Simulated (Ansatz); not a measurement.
HgTe, space group F-43m (No. 216), a = 6.540 Å, b = 6.540 Å, c = 6.540 Å, α = 90.00°, β = 90.00°, γ = 90.00°

```tsv
site	Wyckoff	x	y	z
Hg	4a	0.0000	0.0000	0.0000
Te	4d	0.2500	0.2500	0.7500
```

Source: coordinates from a relaxation at a target pressure of 2 GPa with DFT PBE, scalar-relativistic, plane waves, PAW (Ansatz).

Question: Describe the coordination of Hg.

Answer: HgTe4: an essentially ideal tetrahedron (coordination number 4, S = 0.00; next best see-saw, S = 9.8). Bonds: 4 × Hg–Te 2.83 Å. The next neighbour, not counted, lies at 4.62 Å.

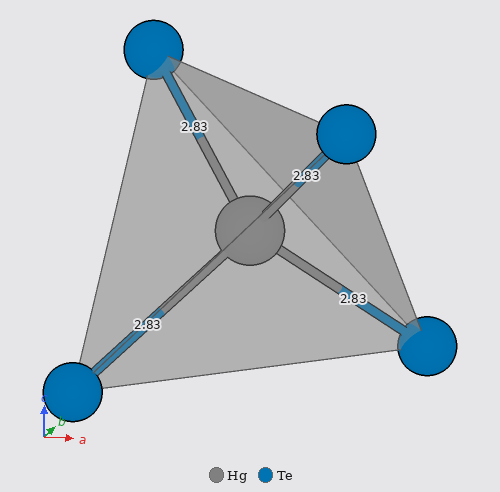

The polyhedron about Hg. Continuous shape measures are computed against ideal polyhedra (0 is ideal; above about 3 the distortion is strong).
